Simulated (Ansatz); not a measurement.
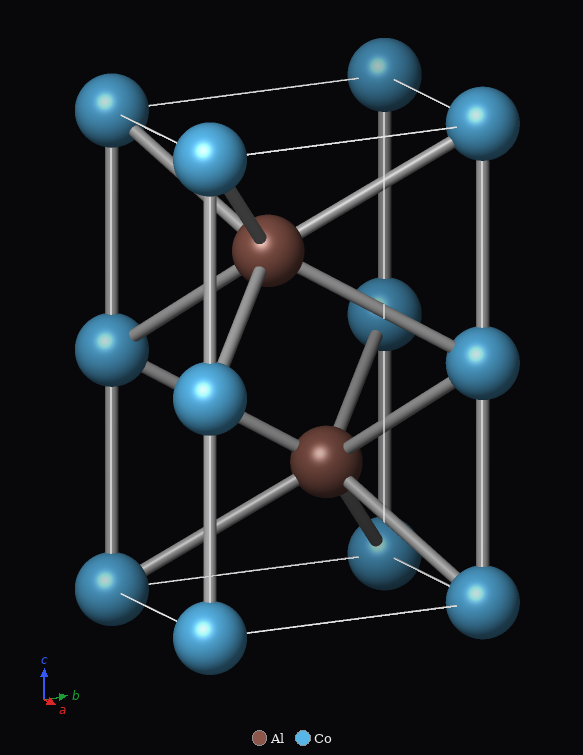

Shown here is a ball-and-stick view of the crystal, taken slightly off an axis. The parallelepiped is the conventional unit cell. Cell: a = 3.75 Å, b = 3.75 Å, c = 4.71 Å, α = 90.00°, β = 90.00°, γ = 120.00°.

The initial geometry was a structure type filled with these elements by a generator (whether the compound takes this form wasn't checked). Earlier steps of the study may have refined or changed the cell and positions. It went into a calculation with Ansatz.

Q: Explain the picture.

A: The structure is one of AlCo. The lattice is primitive hexagonal and the space group P6_3/mmc (No. 194). Type of structure: nickel arsenide (NiAs) type. The cell has 4 atoms, namely 2 Al, 2 Co. Al is surrounded by six Co at about 2.5 Å. Around each Co lie six Al and two Co in a distorted cubic arrangement (about 2.5 Å to Al, 2.4 Å to Co). The bonds build a three-dimensional framework.

Level of theory and settings: DFT PBE, scalar-relativistic, plane waves, PAW in Ansatz 0.2.0, a 420 eV plane-wave basis, k-grid 12×12×10, Gaussian smearing of 0.1 eV, collinear spins.

Q: Which atoms carry magnetic moments in this run, and how do they order?

A: The state reached is ferromagnetic. Sizes: Co 0.7 μB; net moment 1.3 μB in the run's cell of 4 atoms.

Q: Metal or not?

A: A metal: bands cross the Fermi level.

Q: What charge does Bader's analysis assign to each element?

A: Al +1.61 e; Co -1.61 e.

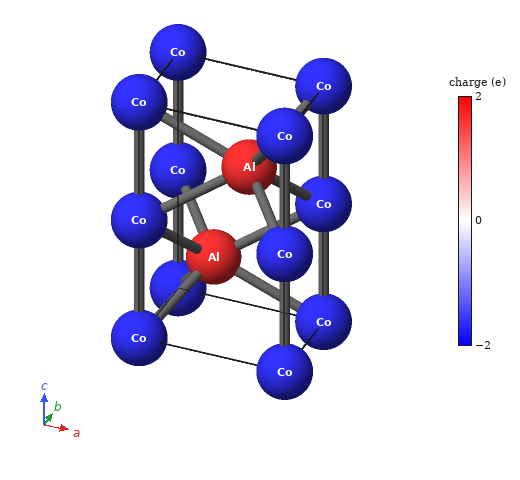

The atoms coloured by those charges. The run's cell of 4 atoms is drawn.

Q: Does the calculation find this structure at rest?

A: Yes. All forces vanish to within 0.01 eV/Å. The pressure is 0.0 GPa, close to zero.
